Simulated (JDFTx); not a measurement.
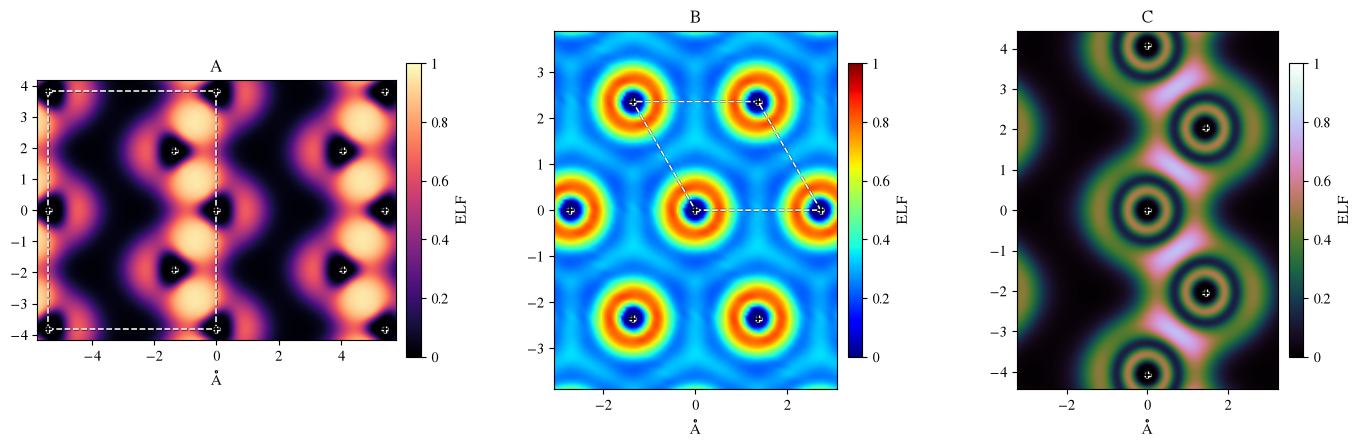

The electron localisation function of 3 systems, each on a plane through atoms (crosses mark nuclei in the plane).

These are results of Kohn-Sham DFT of a periodic cell, PBEsol, PseudoDojo-SR-PBEsol-0.4.1-standard (JDFTx), not measurements.

System 1: Si, the (101) plane of the conventional cell. Space group Fd-3m; a structure from a database of computed crystals, not necessarily the ambient phase.

```
CELL_PARAMETERS angstrom
5.40717 0.00000 0.00000
0.00000 5.40717 0.00000
0.00000 0.00000 5.40717
ATOMIC_POSITIONS crystal
Si 0.00000 0.00000 0.00000
Si 0.50000 0.50000 0.00000
Si 0.50000 0.00000 0.50000
Si 0.00000 0.50000 0.50000
Si 0.25000 0.25000 0.25000
Si 0.75000 0.75000 0.25000
Si 0.75000 0.25000 0.75000
Si 0.25000 0.75000 0.75000
```

System 2: Ge, the (011) plane of the conventional cell. Space group Fd-3m; computed pressure about −3 GPa in this cell.

System 3: Ru, the (001) plane of the conventional cell. Space group P6₃/mmc; computed pressure about −12 GPa in this cell.

```xyz
2
Lattice="2.7237 0.0000 0.0000 -1.3619 2.3588 0.0000 0.0000 0.0000 4.3103" Properties=species:S:1:pos:R:3 pbc="T T T"
Ru    1.3619    0.7863    3.2327
Ru    0.0000    1.5725    1.0776
```

Question: Which map belongs to which system?

Answer: Panel A is system 1, Si: the plane holds Si. Si–Si (2.34 Å): the ELF peaks at about 0.95 between the atoms (localised, covalent bonding). Panel B is system 3, Ru: the plane holds Ru. Ru–Ru (2.72 Å): the ELF is about 0.30 at the midpoint. Panel C is system 2, Ge: the plane holds Ge. Ge–Ge (2.50 Å): the ELF peaks at about 0.75 between the atoms; localised, covalent bonding.
